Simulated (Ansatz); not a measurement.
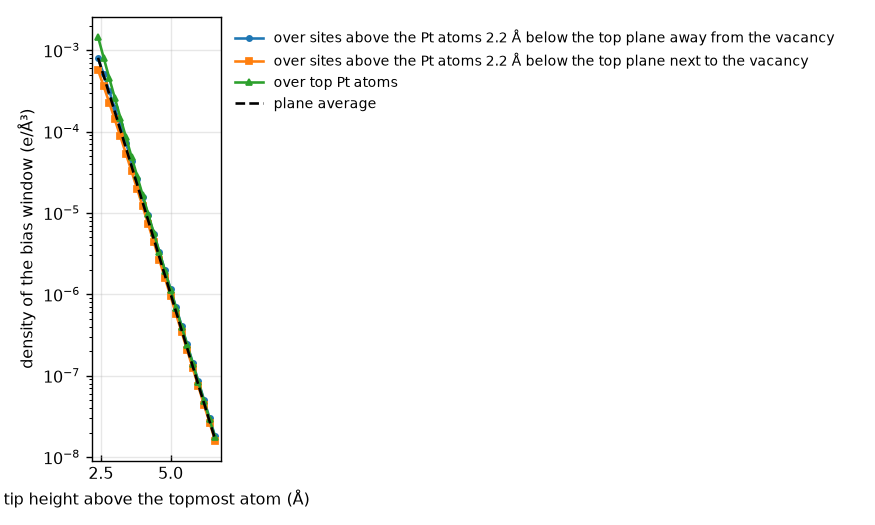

Approach curves over Pt(111) (Fm-3m bulk, 4 atomic planes (those closer than 0.6 Å count as one), 7 Å) with one Pt vacancy in a 2 × 2 cell at a sample bias of −0.50 V.

The STM signal is simulated in the Tersoff–Hamann approximation. Bias windows are sharp sums over the levels of the k mesh.

Computed with DFT PBE, scalar-relativistic, plane waves, PAW in Ansatz 0.2.0. Cutoff 420 eV, 12 × 12 k-points, Gaussian smearing 0.1 eV, dipole correction. The slab is a cut without reconstruction beyond its cell, at the source's lattice constants, with its lower half held fixed and the rest relaxed. The defects repeat every 5.5 Å and interact, so states at the Fermi level and the work function belong to this dense array. No spin polarisation. Spin–orbit coupling is left out; with Pt it can shift levels and gaps. The run couldn't confirm all of its levels under its output density. The run warns that the functional's potential is rough in the thin density of the vacuum, where the tip is; weak contrasts and barriers may feel it.

```
CELL_PARAMETERS angstrom
5.53778 0.00000 0.00000
-2.76889 4.79586 0.00000
0.00000 0.00000 23.78236
ATOMIC_POSITIONS crystal
Pt 0.33333 0.16667 0.35741
Pt 0.33333 0.66667 0.35741
Pt 0.83333 0.16667 0.35741
Pt 0.83333 0.66667 0.35741
Pt 0.16667 0.33333 0.45247
Pt 0.16667 0.83333 0.45247
Pt 0.66667 0.33333 0.45247
Pt 0.66667 0.83333 0.45247
Pt 0.00517 0.00259 0.55044
Pt 0.00000 0.50000 0.54886
Pt 0.49741 0.00259 0.55044
Pt 0.49741 0.49483 0.55044
Pt 0.33286 0.66643 0.64303
Pt 0.83357 0.16714 0.64303
Pt 0.83357 0.66643 0.64303
```

> How fast does the current decay, and what apparent barrier height does that imply?

Near 4 Å the plane average falls as exp(−2.58 z/Å), a factor of 13 per ångström, which gives an apparent barrier of 6.3 eV (0.952 eV Å² times the slope squared). The vacuum level lies 5.50 eV above zero bias. The apparent barrier is above 5.50 eV. At 4 Å the 0.25 eV of states nearest the highest filled state carry 60 % of the density. The value exceeds even the 6.00 eV between the vacuum level and the deepest states of the window, so their depth alone doesn't explain it. States away from the zone centre decay faster, since their momentum along the surface adds to the barrier, and that may account for the rest.
